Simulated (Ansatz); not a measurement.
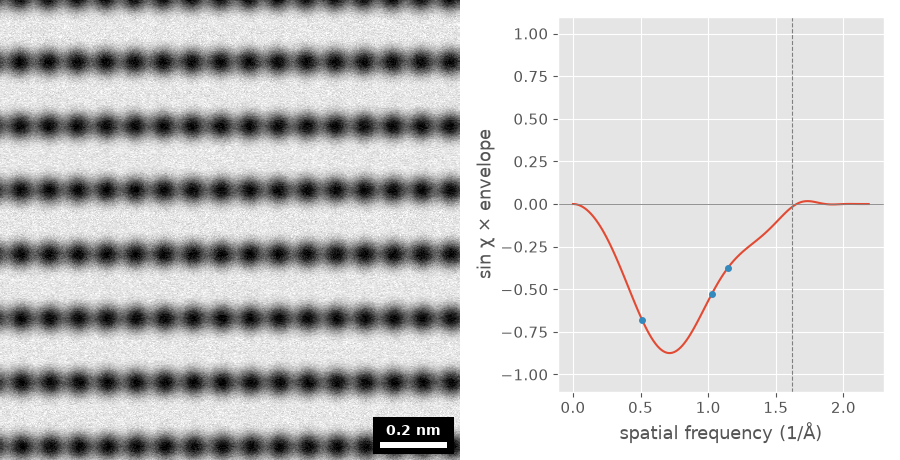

Phase-contrast TEM-like image of Rh (Fm-3m, No. 225) along [210]. Simulated in the weak-phase-object approximation with neutral-atom potentials: 300 kV, Cs = 10 µm, defocus −53 Å (negative is underfocus), defocus spread 15 Å, aperture 1.62 1/Å. Shot noise and a slight drift were added. Model: the geometry given to an electronic-structure calculation, possibly off equilibrium.

The plot gives the contrast transfer function, the aperture (dashed) and the crystal's spatial frequencies that carry visible contrast (dots).

What point resolution do these settings give, and which lattice spacings pass?

About 0.6 Å (0.66 |Cs|^(1/4) λ^(3/4) with λ = 0.0197 Å). The spacings that carry visible contrast are {200} at 1.95 Å, {400} at 0.98 Å, {420} at 0.87 Å.

Do the atom columns appear dark or bright, and why?

Dark. With positive Cs and underfocus sin χ is negative over the pass band, so the strongest columns (Rh) come out darker than the background.
